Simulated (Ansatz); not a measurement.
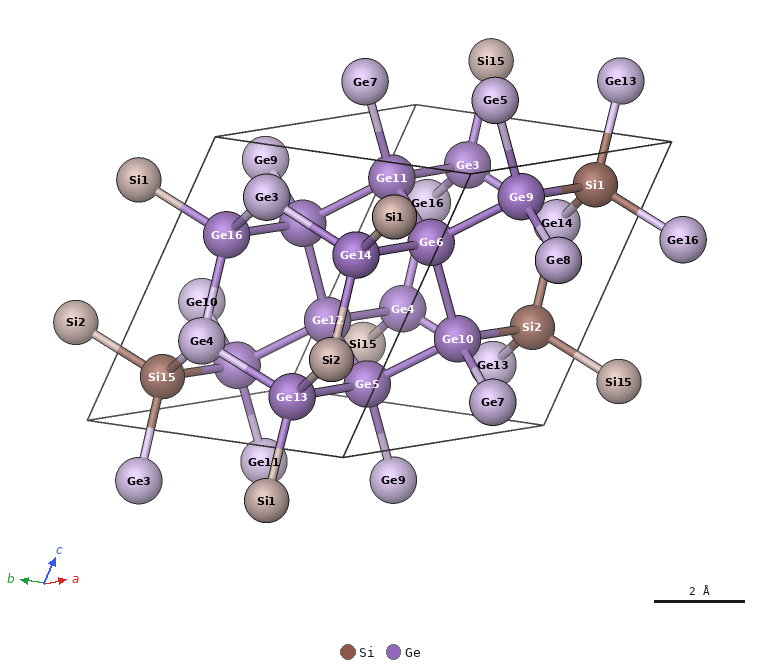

**Figure 1.** The input geometry of run 1 (ball-and-stick view of the cell of the calculation, seen at an oblique angle; neighbours outside the cell are drawn fainter; atoms are numbered from 1 in the order of the input). Near neighbours in the crystal (not all of them lie inside the picture): Si has 4 Ge at 2.39 to 2.41 Å; Si has 3 Ge at 2.41 to 2.42 Å and 1 Si at 2.36 Å; Ge has 3 Ge at 2.44 to 2.47 Å and 1 Si at 2.39 to 2.42 Å; Ge has 4 Ge at 2.43 to 2.47 Å; Ge has 2 Ge at 2.47 Å and 2 Si at 2.41 to 2.42 Å.

# Ge₁₃Si₃: a changed input and its effect

System: Ge₁₃Si₃ (Cm, 16 atoms in the cell).
Method of run 1: DFT PBEsol, scalar-relativistic, plane waves, PAW, no spin polarisation (Ansatz 0.2.0).

The structure was built on a prototype by a generator; it need not be a known phase. Text and figures count atoms from 1; the logs count them from 0 in places.

The input, run 1:
```yaml
crystal:
  lattice:
    - [-0.000251976, -0.0001454784, -6.5365735318]
    - [-3.9585632011, -6.8580450801, -0.0003052699]
    - [-3.9599596591, 6.8588513255, 0.0]
  atoms:
    - { symbol: Si, position: [0.9385548085, 0.166938764, 0.833469382] }
    - { symbol: Si, position: [0.9389369238, 0.1624049061, 0.3312024531] }
    - { symbol: Ge, position: [0.9380437221, 0.6687350967, 0.8378688083] }
    - { symbol: Ge, position: [0.9380437221, 0.6687350967, 0.3308662884] }
    - { symbol: Ge, position: [0.4379092866, 0.3319550768, 0.1662030914] }
    - { symbol: Ge, position: [0.4379092866, 0.3319550768, 0.6657519853] }
    - { symbol: Ge, position: [0.4296387567, 0.8350067872, 0.1675033936] }
    - { symbol: Ge, position: [0.4374874566, 0.8345986472, 0.6672993236] }
    - { symbol: Ge, position: [0.5696066476, 0.1670230782, 0.8335115391] }
    - { symbol: Ge, position: [0.5691076389, 0.165405081, 0.3327025405] }
    - { symbol: Ge, position: [0.5612128022, 0.6671680082, 0.8347419387] }
    - { symbol: Ge, position: [0.5612128022, 0.6671680082, 0.3324260695] }
    - { symbol: Ge, position: [0.0605795921, 0.328655972, 0.1644739323] }
    - { symbol: Ge, position: [0.0605795921, 0.328655972, 0.6641820397] }
    - { symbol: Si, position: [0.0601464167, 0.83782388, 0.16891194] }
    - { symbol: Ge, position: [0.0610305452, 0.8377705491, 0.6688852745] }
basis:
  ecutwfc: 420
kpoints:
  mp_grid: { grid: [2, 2, 2] }
  band_path: { path: [[0.0, 0.0, 0.0], [0.05, 0.0, 0.0]], npoints: 1 }
hamiltonian:
  xc: pbesol
scf:
  occupations: { method: gaussian, width: 0.1 }
  n_extra_bands: 11
output:
  forces: true
  stress: true
  eigenvalues: true
```

Launched with:
```bash
ansatz run input.yaml --threads 4 --pin off --max-ram 10240MiB --backend cpu --events-out ev --progress --plain --runs-dir out
```

Hardware: 4 threads of Intel Xeon @ 2.70GHz, 189 GiB of memory available, shared host.

Output, shortened to warnings, some set-up lines, iterations and results (run 1):
```
Basis set: ecut = 420 eV, 6939 PW (Γ), exchange–correlation on 90×108×108 points (8 copies of the dense FFT grid, shifted against one another)
Symmetry: 2 space group operations
k-points: 6 of 8
Initial density: superposition of atomic densities (neutral atoms: chi_scale 0, normalization atom), corrected by the library's trained network
[...]
SCF iter   1: F=—  HF=-57158.718034 eV  |F-HF|=—  |Δ(HF+E_count)|=         —  Δρ=2.44e-3  dr2=2.31e-2  ethr=1.77e-3  ⟨swp⟩=5.7  Hψ=2416  notcnv=0
SCF iter   2: F=—  HF=-57158.705375 eV  |F-HF|=—  |Δ(HF+E_count)|=   1.27e-2  Δρ=6.78e-4  dr2=3.05e-3  ethr=1.19e-5  ⟨swp⟩=2.0  Hψ=1363  notcnv=0
SCF iter   3: F=—  HF=-57158.704449 eV  |F-HF|=—  |Δ(HF+E_count)|=   9.26e-4  Δρ=3.86e-4  dr2=9.91e-4  ethr=1.57e-6  ⟨swp⟩=2.0  Hψ=1213  notcnv=0
SCF iter   4: F=—  HF=-57158.704060 eV  |F-HF|=—  |Δ(HF+E_count)|=   3.89e-4  Δρ=9.12e-5  dr2=4.80e-5  ethr=5.11e-7  ⟨swp⟩=2.0  Hψ=1211  notcnv=0
SCF iter   5: F=—  HF=-57158.703997 eV  |F-HF|=—  |Δ(HF+E_count)|=   6.25e-5  Δρ=2.05e-5  dr2=4.32e-6  ethr=2.48e-8  ⟨swp⟩=2.0  Hψ=1211  notcnv=0
SCF iter   6: F=—  HF=-57158.703997 eV  |F-HF|=—  |Δ(HF+E_count)|=   5.69e-7  Δρ=6.56e-6  dr2=2.24e-7  ethr=2.23e-9  ⟨swp⟩=2.8  Hψ=1316  notcnv=0
SCF iter   7: F=-57158.703997 eV  HF=-57158.703997 eV  |F-HF|=6.40e-9  |Δ(HF+E_count)|=   3.32e-8  Δρ=2.01e-6  dr2=1.52e-8  ethr=5.15e-11  ⟨swp⟩=8.3  Hψ=2441  notcnv=0
SCF 1 converged in 7 iterations: F = -57158.703997 eV  dr2 = 1.52e-8
NSCF: frozen V_eff on 2 k-points
SCF converged after 7 iterations
Free energy (F): -57158.703997 eV
Harris-Foulkes:  -57158.703997 eV  (|F-HF|=6.40e-9)
Internal energy: -57158.686285 eV  (E = F + TS)
E sigma→0 (E₀):  -57158.695141 eV
Entropy (-TS):   -0.017712 eV (-1.107 meV/atom)
Fermi energy:    8.240873 eV
--- Per-component energies (eV) ---
  E_band       = -1986.770900
  E_kinetic    = 1572.749197
  E_local      = -33984.957346  (includes V_loc(G=0)·N_el)
  E_nonlocal   = 5542.935545
  E_hartree    = 14975.953989
  E_xc         = -1138.600158
  E_vxc        = -982.146613  (∫ρ·V_xc dr)
  E_paw        = -27228.900633  (= ΣΔE_a)
  E_vpaw       = -4087.266442  (= ΣTr[D̂ρ^β])
  E_aug_tail   = 0.003840  (compensation charges beyond the density's cutoff)
  E_ewald      = -16909.898572
  E_core_change = 12.027853  (= ΣΔE_core)
  E_smearing   = -0.017712  (= −TS)
  E_closure    = -0.000000  (closes the sum)
  Σ components = -57158.703997   (vs F -57158.703997, Δ=0.00e0)
--- Forces (eV/Å), atoms counted from 1 ---
  atom   1  Si     0.00815416     0.00470781    -0.02264168
  atom   2  Si     0.01912183     0.01103999    -0.02599878
  atom   3  Ge    -0.01218423     0.00362833    -0.03898813
  atom   4  Ge    -0.00294989    -0.01236602    -0.03898813
  atom   5  Ge    -0.03530585    -0.00139807    -0.00397959
  atom   6  Ge    -0.01886369    -0.02987673    -0.00397959
  atom   7  Ge     0.00580369     0.00335076     0.01758797
  atom   8  Ge     0.02805026     0.01619483    -0.01668438
  atom   9  Ge    -0.00479559    -0.00276873    -0.00199224
  atom  10  Ge    -0.02700187    -0.01558954    -0.01632525
  atom  11  Ge     0.03393658    -0.00347966     0.02456547
  atom  12  Ge     0.01395482     0.03112977     0.02456547
  atom  13  Ge     0.01013441    -0.01007892     0.02783698
  atom  14  Ge    -0.00366139     0.01381611     0.02783698
  atom  15  Si     0.00294932     0.00170279     0.01641365
  atom  16  Ge    -0.01733986    -0.01001118     0.03077453
  max |Σ_I F_I| component: 3.32e-6 eV/Å
--- Stress (GPa, compression-positive) ---
        1.323474      -0.004958      -0.007453
       -0.004958       1.329199      -0.004303
       -0.007453      -0.004303      -1.674896
  P = ⅓ Tr σ = 0.3259 GPa (3.259 kbar)
```

For run 2 the input was changed thus:
```diff
-  xc: pbesol
+  xc: hse06
-  forces: true
-  stress: true
+  write_density: true
+  write_potential: true
+  elf: true
+  volumetric_format: npy
```

What does this change do to the results?

The total energies belong to different methods, so their difference says nothing on which is more stable or more accurate. The gap on the mesh goes from 0.01 to 0.63 eV. The functional changes from PBEsol to HSE06. Exact exchange removes part of the self-interaction error of semilocal functionals, which pushes filled and empty levels apart. The SCF takes 21 iterations against 7. On the same kind of shared host run 2 took about 23 times as long.

Output, shortened to warnings, some set-up lines, iterations and results (run 2):
```
Basis set: ecut = 420 eV, 6939 PW (Γ)
Symmetry: 2 space group operations
k-points: 6 of 8
Initial density: superposition of atomic densities (neutral atoms: chi_scale 0, normalization atom), corrected by the library's trained network
[...]
SCF iter   1: F=—  HF=-57740.788371 eV  |F-HF|=—  |Δ(HF+E_count)|=         —  Δρ=1.77e-3  dr2=1.09e-2  ethr=1.77e-3  ⟨swp⟩=7.2  Hψ=2490  notcnv=0
SCF iter   2: F=—  HF=-57740.791131 eV  |F-HF|=—  |Δ(HF+E_count)|=   2.76e-3  Δρ=8.05e-4  dr2=2.46e-3  ethr=5.64e-6  ⟨swp⟩=4.0  Hψ=1838  notcnv=0
SCF iter   3: F=—  HF=-57740.791537 eV  |F-HF|=—  |Δ(HF+E_count)|=   4.06e-4  Δρ=3.55e-4  dr2=9.44e-4  ethr=1.27e-6  ⟨swp⟩=4.0  Hψ=1415  notcnv=0
SCF iter   4: F=—  HF=-57740.791566 eV  |F-HF|=—  |Δ(HF+E_count)|=   2.91e-5  Δρ=1.04e-4  dr2=1.67e-4  ethr=4.86e-7  ⟨swp⟩=4.3  Hψ=1418  notcnv=0
SCF iter   5: F=—  HF=-57740.791548 eV  |F-HF|=—  |Δ(HF+E_count)|=   1.79e-5  Δρ=4.40e-5  dr2=9.03e-6  ethr=4.15e-9  ⟨swp⟩=4.0  Hψ=3019  notcnv=0
[... 14 lines ...]
SCF iter   2: F=—  HF=-57753.836832 eV  |F-HF|=—  |Δ(HF+E_count)|=   1.03e-5  Δρ=2.81e-5  dr2=1.46e-6  ethr=4.79e-9  ⟨swp⟩=4.3  Hψ=2337  notcnv=0
SCF iter   3: F=—  HF=-57753.836832 eV  |F-HF|=—  |Δ(HF+E_count)|=   4.74e-7  Δρ=1.91e-5  dr2=5.03e-7  ethr=7.06e-10  ⟨swp⟩=4.5  Hψ=1411  notcnv=0  defer=2
SCF iter   4: F=—  HF=-57753.836832 eV  |F-HF|=—  |Δ(HF+E_count)|=   1.50e-7  Δρ=7.16e-6  dr2=5.82e-7  ethr=2.56e-10  ⟨swp⟩=4.7  Hψ=1934  notcnv=0  defer=3
SCF iter   5: F=-57753.836832 eV  HF=-57753.836832 eV  |F-HF|=8.39e-8  |Δ(HF+E_count)|=   2.25e-7  Δρ=3.25e-6  dr2=3.20e-8  ethr=1.47e-11  ⟨swp⟩=3.8  Hψ=2817  notcnv=0  …
SCF 3 converged in 5 iterations: F = -57753.836832 eV  dr2 = 3.20e-8
hybrid outer 2: dexx = +4.844e-6 eV, tail = 3.37e-7 eV, Δε = 3.79e-3 eV (about 1.65e-4 eV left of the loop's levels)
NSCF: frozen V_eff on 2 k-points
hybrid SCF converged: 2 outer / 11 inner (+10 warm-up), last move |dexx| = 4.84e-6 eV, tail = 3.37e-7 eV
Stability not checked: this state was not tested for a lower state beside it, because the functional holds exact exchange (a hybrid, or Hartree-Fock), whose exchange loop this test does not read (fock_operator; see scf.lower_state_search)
Free energy (F): -57753.836832 eV
Frozen-core exchange: fock
Harris-Foulkes:  -57753.836832 eV  (|F-HF|=8.38e-8)
Internal energy: -57753.836832 eV  (E = F + TS)
E sigma→0 (E₀):  -57753.836832 eV
Entropy (-TS):   -0.000001 eV (-0.000 meV/atom)
Fermi energy:    8.358833 eV
--- Per-component energies (eV) ---
  E_band       = -2462.804183
  E_kinetic    = 1560.585172
  E_local      = -33993.061162  (includes V_loc(G=0)·N_el)
  E_nonlocal   = 5534.652209
  E_hartree    = 15025.699685
  E_xc         = -925.627430
  E_vxc        = -789.325506  (∫ρ·V_xc dr)
  E_exx        = -725.592285  (= α·E_x^exact, valence–valence)
  E_paw        = -27315.671152  (= ΣΔE_a)
  E_vpaw       = -3375.849873  (= ΣTr[D̂ρ^β])
  E_aug_tail   = 0.003910  (compensation charges beyond the density's cutoff)
  E_ewald      = -16909.898572
  E_core_change = -4.927206  (= ΣΔE_core)
  E_smearing   = -0.000001  (= −TS)
  E_closure    = -0.000000  (closes the sum)
  Σ components = -57753.836832   (vs F -57753.836832, Δ=0.00e0)
```

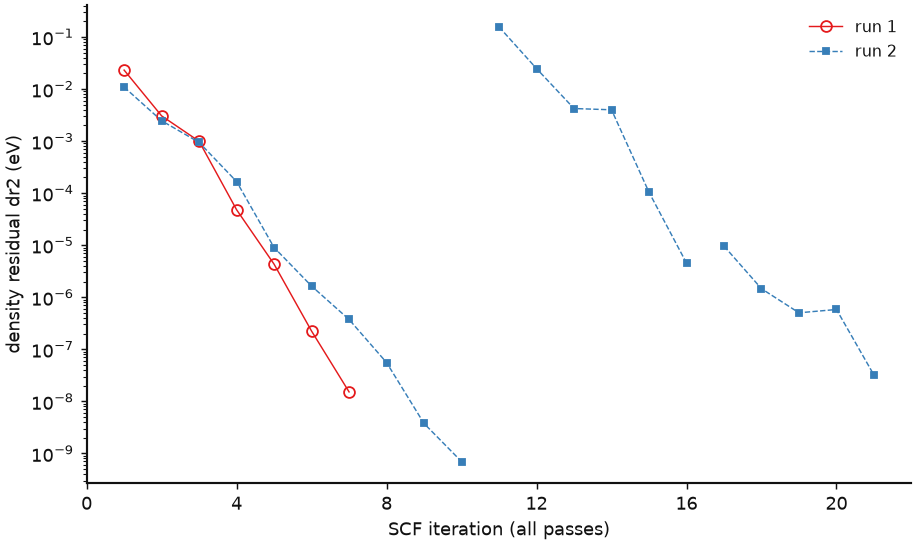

**Figure 2.** Convergence of the two runs: density residual dr2 against the SCF iteration. A break in a curve parts two SCF passes. Run 1 takes 7 iterations in all, and run 2 takes 21.

The two runs side by side:

| quantity | run 1 | run 2 |
| --- | --- | --- |
| outcome | converged | converged |
| free energy per atom (eV) | −3572.4190 | −3609.6148 |
| energy per atom, smearing taken to zero (eV) | −3572.4184 | −3609.6148 |
| gap on the mesh (eV) | 0.01 | 0.63 |
| pressure (GPa) | 0.33 | – |
| largest force (eV/Å) | 0.042 | – |
| SCF iterations | 7 | 21 |
| irreducible k-points | 6 | 6 |
| plane waves at Γ | 6939 | 6939 |
| wall time (shared host) | 6.7 s | 2.6 min |
